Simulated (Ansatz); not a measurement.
A periodic structure is given below.

```xyz
4
Lattice="4.0708 0.0000 0.0000 0.0000 4.0708 0.0000 0.0000 0.0000 4.0708" Properties=species:S:1:pos:R:3 pbc="T T T"
Ge    0.0000    0.0000    0.0000
Ge    0.0000    2.0354    2.0354
Ge    2.0354    0.0000    2.0354
Ge    2.0354    2.0354    0.0000
```

### What does this file describe?

The element is germanium. The symmetry is that of Fm-3m (No. 225), on a face-centred cubic lattice. The prototype is face-centred cubic (Cu type). The cell holds four atoms.

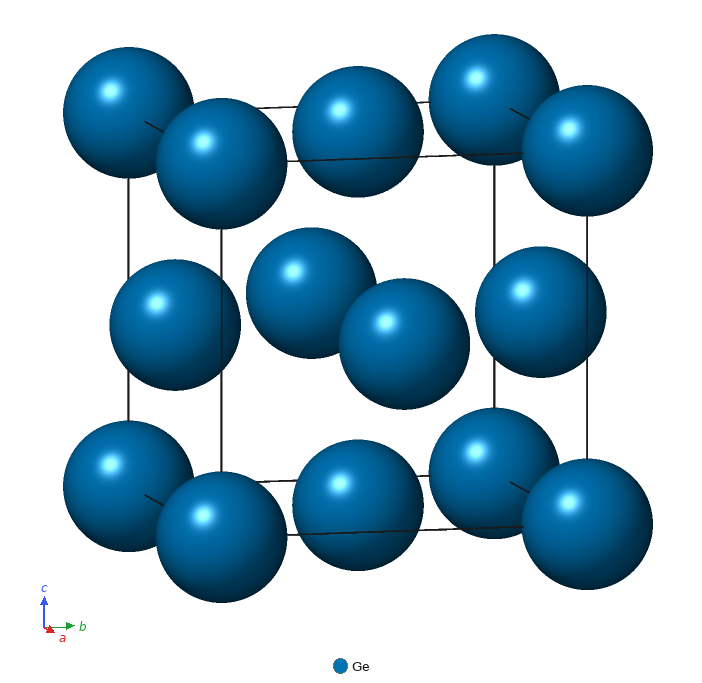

Spheres-only drawing of the structure, looking slightly off an axis. The wireframe shows the conventional unit cell. Colours: germanium blue.

The model was built from a structure listed in the Materials Project. The cell was then strained or its atoms displaced on purpose. It was run through Ansatz as a DFT input.

At this level of theory the cell isn't at rest (compressed, at 9 GPa), so its distances can differ from those at equilibrium, the more so the softer the solid.
